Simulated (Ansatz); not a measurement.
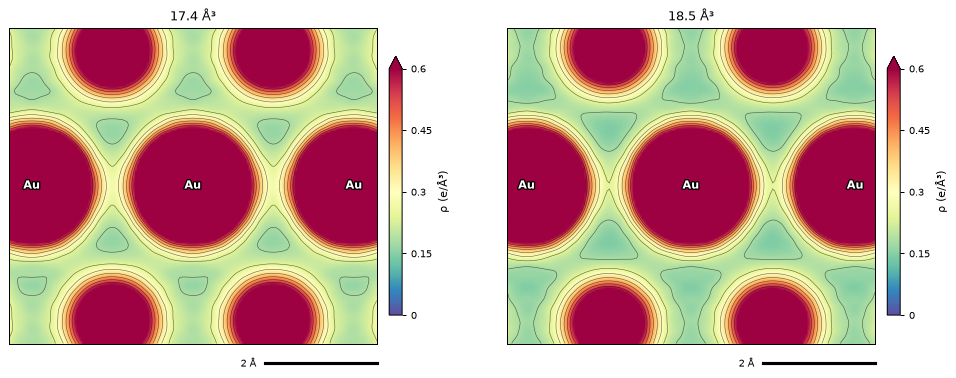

Au. The valence pseudo-density of cells scaled evenly to different volumes (given per atom above each panel), on the (010) plane of each (indices in the axes of the cell below), at one length scale and on one colour scale.

Theory: Ansatz, Kohn-Sham DFT of a periodic cell, HSE06, Ansatz PAW.

The density is the valence pseudo-density of a PAW calculation; it isn't the true density close to the nuclei.

The largest cell:

```
CELL_PARAMETERS angstrom
2.93816 0.00000 0.00000
-1.46908 2.54452 0.00000
0.00000 0.00000 4.94422
ATOMIC_POSITIONS crystal
Au 0.66667 0.33333 0.25000
Au 0.33333 0.66667 0.75000
```

| volume (Å³/atom) | Au–Au contact in the plane (Å) | ρ at its midpoint (e/Å³) | pressure (GPa) | 
| --- | --- | --- | --- |
| 17.42 | 2.881 | 0.272 | 2.9 | 
| 17.77 | 2.900 | ? | ? | 
| 18.48 | 2.938 | 0.241 | −4.8 | 

### What values belong in the row with question marks?

Over the known rows ln ρ falls by 2.12 per Å of Au–Au distance (the line through the two), which gives 0.261 e/Å³ at 2.900 Å; the calculation gives 0.261 e/Å³. For the pressure, a straight line in volume between the neighbouring rows gives 0.4 GPa; the calculation gives 0.1.
